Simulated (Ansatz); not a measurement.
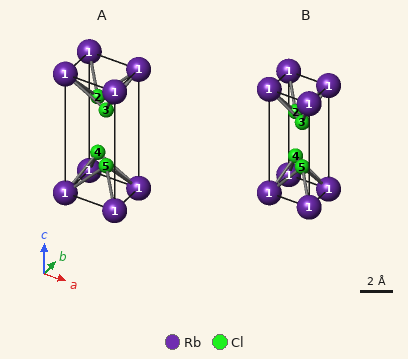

Two geometries of solid RbCl4 (a generated structure, set up in P6/mmm) (coarse preliminary run), drawn at one scale. One is the start of a relaxation, the other its converged end. The picture is a ball-and-stick view of the cell of the calculation, seen from a free direction.

All numbers below come from Ansatz, DFT PBE+D3(BJ), scalar-relativistic, plane waves, PAW. (plane-wave cutoff 420 eV; k-point mesh 6 × 6 × 4; occupations gaussian; smearing width 0.1 eV; no spin polarisation; cell and atoms relaxed; force threshold 0.04 eV/Å; at most 70 steps)

Which of the two is the end point?

Answer. Structure A is the relaxed one. The largest moves relative to the cell, 0.16 Å, are those of Cl2, Cl3, Cl4 and Cl5. Cl5 goes along −c. Rb stays in place. Cell: a = b 3.830 → 4.742 Å (+23.8 %), c 6.923 → 7.943 Å (+14.7 %). Volume +75.9 %. Among the contacts that change: Cl2–Cl3 2.211 → 2.738 Å, Rb1–Cl2 2.966 → 3.456 Å. Among the angles between lasting bonds that change: Rb1–Cl4–Rb1 80.4° → 86.6°. The space group stays P6/mmm (No. 191). Over 7 accepted moves (9 points after the start) the energy falls by 1170 meV per atom. The largest force component goes from 0.34 to 0.0036 eV/Å. Pressure: 43.71 GPa at the start and 0.05 GPa at the end. At 2 points the geometry stayed and the basis and grid were re-selected for the new cell (energy shift of 11.3 meV per atom at most each time).

Limits of the set-up: an odd number of electrons was run without spin polarisation, which fails if the electron would localise.
